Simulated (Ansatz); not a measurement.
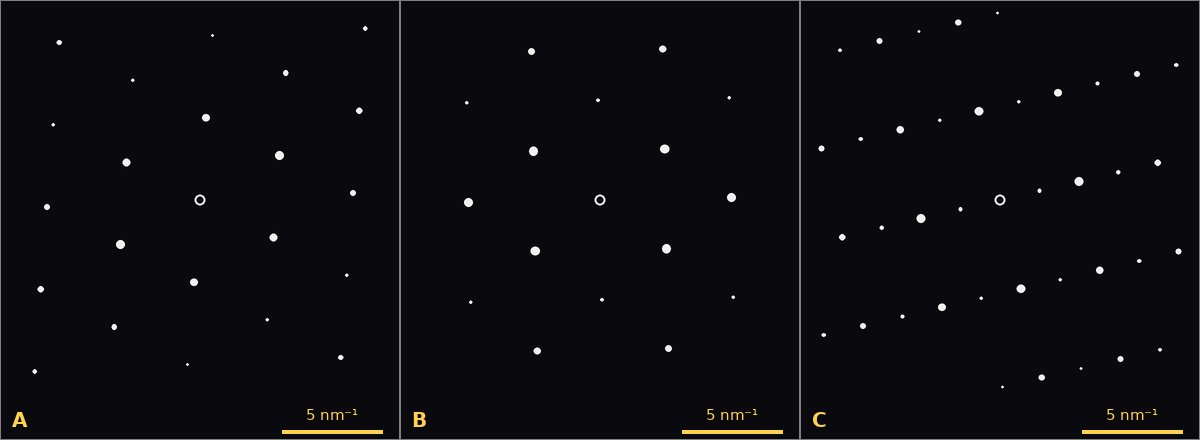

Simulated selected-area electron diffraction patterns (200 kV, kinematic approximation, thin crystal, B = 0.5 Å² for all atoms).

All three come from W, space group Fmmm (No. 69), a = 3.05 Å, b = 4.39 Å, c = 9.87 Å. Structure: coordinates from a relaxation with DFT PBEsol, scalar-relativistic, plane waves, PAW in Ansatz; the starting structure was generated, so it need not be a known form of this composition.

> Assign the zone axes [011], [100], [101] to A, B and C.

A is [101]: centred rectangular net of -1 1 1 at d = 2.42 Å and -1 -1 1 at d = 2.42 Å, at 67.1°. B is [011]: centred rectangular net of 1 -1 1 at d = 2.42 Å and 1 1 -1 at d = 2.42 Å, at 74.5°. C is [100]: rectangular net of 0 0 2 at d = 4.94 Å and 0 2 0 at d = 2.19 Å, at 90.0°.
